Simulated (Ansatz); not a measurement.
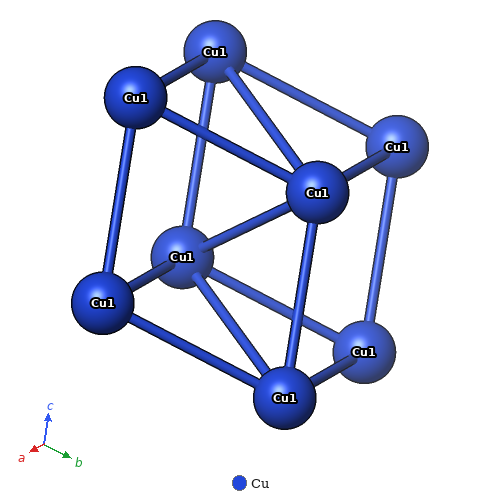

The system is Cu (I4/mmm, No. 139; 1 atom in the cell); the picture shows the reference structure. The energy is mapped over volume and the cell's shape. Coordinates scanned: (1) volume per atom; (2) c/a of the conventional cell. Nothing is relaxed (symmetry fixes all fractional coordinates). The grid has 9 × 9 points. Points are written as (first, second). Energies are in meV/atom, from the lowest grid point. Level of theory: DFT LDA, scalar-relativistic, plane waves, PAW in Ansatz 0.2.0. Settings: cutoff 520 eV, k-mesh 24×24×24, gaussian smearing 0.15 eV, no spin polarisation.

Its coordinates:

```yaml
crystal:
  lattice:
    - [-1.42740, 1.42740, 1.34108]
    - [1.42740, -1.42740, 1.34108]
    - [1.42740, 1.42740, -1.34108]
  atoms:
    - { symbol: Cu, position: [0.00000, 0.00000, 0.00000] }
```

Range: volume per atom from 10.055 to 11.804 Å³; c/a of the conventional cell from 0.833 to 1.060.

Predict the map.

The lowest grid point is at (10.930 Å³, 1.060). It lies at the edge of the scanned range, so the true minimum may lie outside. A higher local minimum lies near (10.930 Å³, 0.940) (1.1 meV/atom above the lowest at that grid point). The highest grid point, (10.055 Å³, 0.833), lies 72.6 meV/atom above the lowest.

```csv
"c/a of the conventional cell ↓, volume per atom →",10.055,10.274,10.492,10.711,10.930,11.148,11.367,11.585,11.804
1.060,47.4,25.4,10.8,2.5,0.0,2.5,9.6,20.6,35.1
1.028,48.4,26.4,11.8,3.6,1.1,3.7,10.7,21.8,36.4
0.998,48.5,26.6,12.0,3.8,1.3,3.9,11.0,22.1,36.7
0.968,48.6,26.6,12.0,3.7,1.2,3.8,10.9,21.9,36.4
0.940,48.9,26.8,12.1,3.7,1.1,3.5,10.5,21.4,35.9
0.912,50.4,28.0,13.0,4.5,1.6,3.9,10.6,21.4,35.7
0.885,53.5,30.7,15.4,6.5,3.3,5.3,11.8,22.3,36.4
0.858,60.0,36.6,20.7,11.2,7.5,8.9,14.9,24.9,38.6
0.833,72.6,48.1,31.2,20.7,16.1,16.7,21.9,31.1,44.0
```

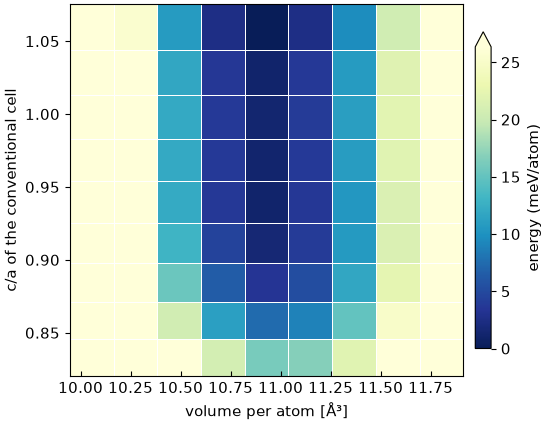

In the figure: one coloured cell a grid point, one colour for all values above the top of the scale.

Time for the 81 points that were run: 6.1 min on 1 thread of AMD EPYC 9R45 96-Core Processor (Zen 5), on a shared host.

PAW datasets: the set soft_1.
